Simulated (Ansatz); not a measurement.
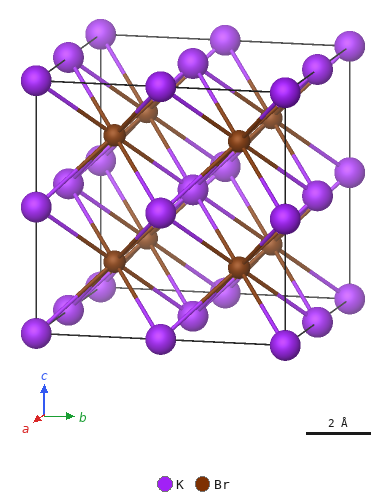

Starting frame of a dynamics run of a 16-atom cell of KBr (set up in Pm-3m). A ball-and-stick model of the simulation cell, seen slightly off an axis. Bonds to atoms that aren't drawn are left out.

Theory: DFT PBE, scalar-relativistic, plane waves, PAW in Ansatz 0.2.0.

The input:
```yaml
crystal:
  lattice:
    - [8.086998, 0.0, 0.0]
    - [0.0, -8.086998, 0.0]
    - [0.0, 0.0, -8.086998]
  atoms:
    - { symbol: K, position: [0.0, 0.5, 0.5] }
    - { symbol: K, position: [0.0, 0.5, 0.0] }
    - { symbol: K, position: [0.0, 0.0, 0.5] }
    - { symbol: K, position: [0.0, 0.0, 0.0] }
    - { symbol: K, position: [0.5, 0.5, 0.5] }
    - { symbol: K, position: [0.5, 0.5, 0.0] }
    - { symbol: K, position: [0.5, 0.0, 0.5] }
    - { symbol: K, position: [0.5, 0.0, 0.0] }
    - { symbol: Br, position: [0.25, 0.25, 0.25] }
    - { symbol: Br, position: [0.25, 0.25, 0.75] }
    - { symbol: Br, position: [0.25, 0.75, 0.25] }
    - { symbol: Br, position: [0.25, 0.75, 0.75] }
    - { symbol: Br, position: [0.75, 0.25, 0.25] }
    - { symbol: Br, position: [0.75, 0.25, 0.75] }
    - { symbol: Br, position: [0.75, 0.75, 0.25] }
    - { symbol: Br, position: [0.75, 0.75, 0.75] }
basis:
  ecutwfc: 420
kpoints:
  mp_grid: { grid: [1, 1, 1], shift: [0.0, 0.0, 0.0] }
hamiltonian:
  xc: pbe
scf:
  occupations: { method: fermi_dirac, width: 0.02 }
  lower_state_search: "off"
  convergence: { dr2_threshold: 1.0e-07 }
output:
  forces: true
  stress: true
md:
  timestep: 3.0
  n_steps: 142
  ensemble: nve
  temperature: 200.0
  initial_velocities: maxwell_boltzmann
  seed: 40495
```

Command:
```bash
ansatz run input.yaml --threads 4 --pin off --max-ram 5120MiB --backend cpu --events-out ev --progress --plain --runs-dir out
```

**What does the trajectory do?**

The mean temperature in the second half is 368 K (standard deviation 63 K). It is well above the start because potential energy is released as heat. The potential energy in the second half lies on average 20.3 meV per atom below the first frame. That a heated cell lies below the ordered start is most likely an artefact of the coarse k-point mesh. The mean pressure there is 2.6 GPa. Root-mean-square distances from the starting positions over the second half, with the common drift of all atoms taken out: Br 0.67 Å, K 0.34 Å. Against the typical shortest distance between atoms in the first frame, about 3.5 Å these are large excursions, but over 426 fs one can't yet tell strong vibration from the start of diffusion.

Along the run (each row but the first and the last is the mean over the interval that it begins):

| time (fs) | potential energy (meV/atom) | T (K) | p (GPa) |
| --- | --- | --- | --- |
| 0.0 | 0.0 | 200 | 1.5 |
| 51.0 | 13.3 | 90 | 1.8 |
| 102.0 | 14.2 | 83 | 2.0 |
| 153.0 | 4.2 | 166 | 2.0 |
| 204.0 | -12.0 | 299 | 2.0 |
| 255.0 | -22.2 | 383 | 2.3 |
| 306.0 | -18.5 | 353 | 2.8 |
| 357.0 | -18.2 | 350 | 3.1 |
| 408.0 | -31.7 | 461 | 3.0 |

The paths of the atoms:

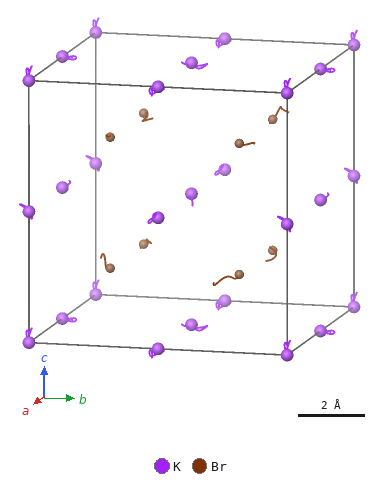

Cost: 69 s on 4 threads of Arm Neoverse V2 (shared host), peak memory 0.51 GiB.
